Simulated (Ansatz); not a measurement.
## Electronic structure of SrTiO2 in real space

```cif
data_structure
_symmetry_space_group_name_H-M 'P 1'
_symmetry_Int_Tables_number 1
_cell_length_a 3.3007
_cell_length_b 3.3007
_cell_length_c 13.2252
_cell_angle_alpha 90.000
_cell_angle_beta 90.000
_cell_angle_gamma 120.000
_cell_volume 124.78
loop_
_atom_site_label
_atom_site_type_symbol
_atom_site_fract_x
_atom_site_fract_y
_atom_site_fract_z
_atom_site_occupancy
Sr1 Sr 0.66667 0.33333 0.75000 1
Sr2 Sr 0.33333 0.66667 0.25000 1
Ti1 Ti 0.00000 0.00000 0.00000 1
Ti2 Ti 0.00000 0.00000 0.50000 1
O1 O 0.33333 0.66667 0.43085 1
O2 O 0.33333 0.66667 0.06915 1
O3 O 0.66667 0.33333 0.56915 1
O4 O 0.66667 0.33333 0.93085 1
```

Space group P6₃/mmc; a structure generated by program, which may or may not match a known phase; spin-polarised.

Theory: Ansatz 0.2.0, DFT PBE, scalar-relativistic, plane waves, PAW.

In a PAW calculation such maps are meaningful between the atoms, not at the nuclei.

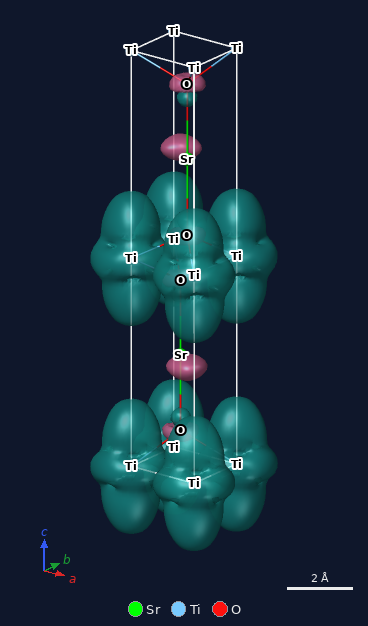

Figure 1. Isosurfaces of the spin density (up minus down) at +0.01 (teal) and −0.01 e/Å³ (pink), seen slightly off an axis. Sticks mark near contacts.

Q: Which atoms carry the moments, and with what signs?

A: The spin density sits on Ti: +0.5 μB (×2) in one cell of 8 atoms: parallel main moments (a ferromagnetic arrangement) in this solution. The cell of the calculation (8 atoms) carries 1.4 μB of net spin moment.

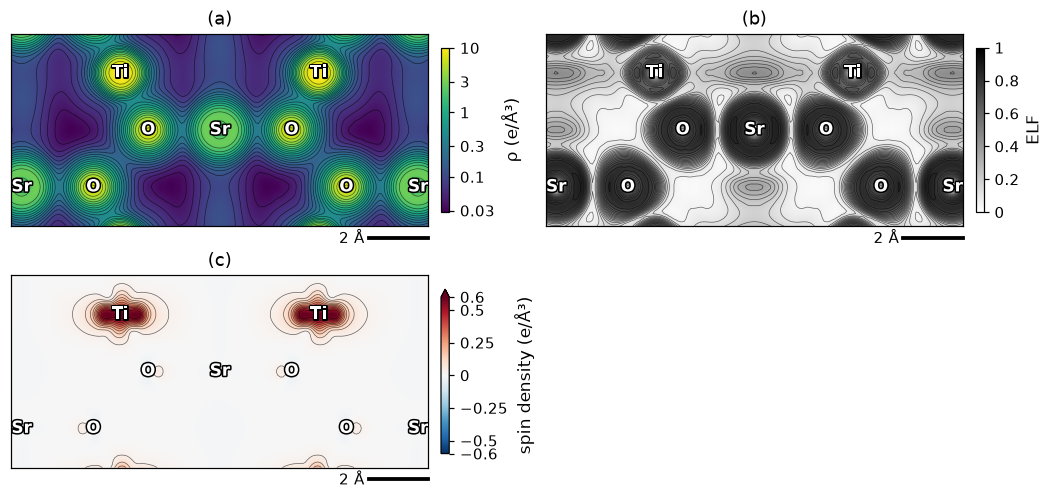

Figure 2. (a) valence charge density (pseudo); (b) electron localisation function; (c) spin density (up minus down) on the (110) plane of the conventional cell.

Q: Interpret the plot.

A: The section cuts through Sr, Ti and O sites. Ti–O (2.11 Å): the density is about 0.48 e/Å³ at the midpoint; the ELF peaks at about 0.85 in the valence shell of O, 0.6 Å from its nucleus, and is about 0.20 at the midpoint: no shared electron pair shows on this line. Sr–O (2.39 Å): ρ is about 0.34 e/Å³ halfway; the ELF peaks at about 0.85 in the valence shell of O, 0.6 Å from its nucleus, and drops to about 0.10 between the two atoms; no localised pair shows between them. Between the atoms the lowest density in this plane is 0.03 e/Å³. The features right at Sr and Ti lie inside the PAW spheres, where the map follows smoothed inner orbitals and isn't to be read closely.

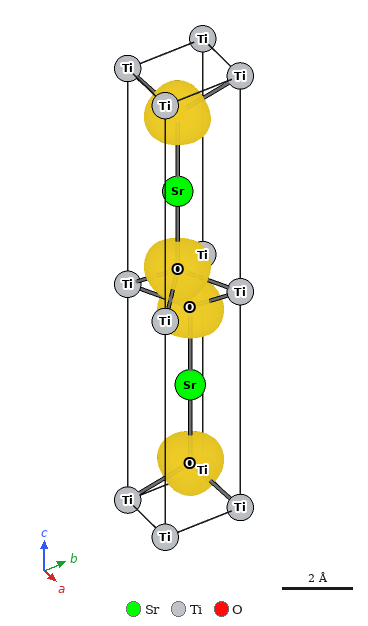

Figure 3. Isosurface of the ELF at 0.6 (yellow), seen at an oblique angle. Only the valence region is drawn (cores and ρ < 0.01 e/Å³ removed). Sticks mark near contacts.

Q: What do the ELF domains correspond to?

A: The ELF exceeds this value in four regions wrapped around O (the valence shell of each), counted in one cell of 8 atoms. Regions shared between cells count once.

Q: Does the calculation give a band gap?

A: It is metallic or semimetallic at this level of theory: no gap opens; semilocal functionals without U, or without the true magnetic order, often close the gap of such compounds.
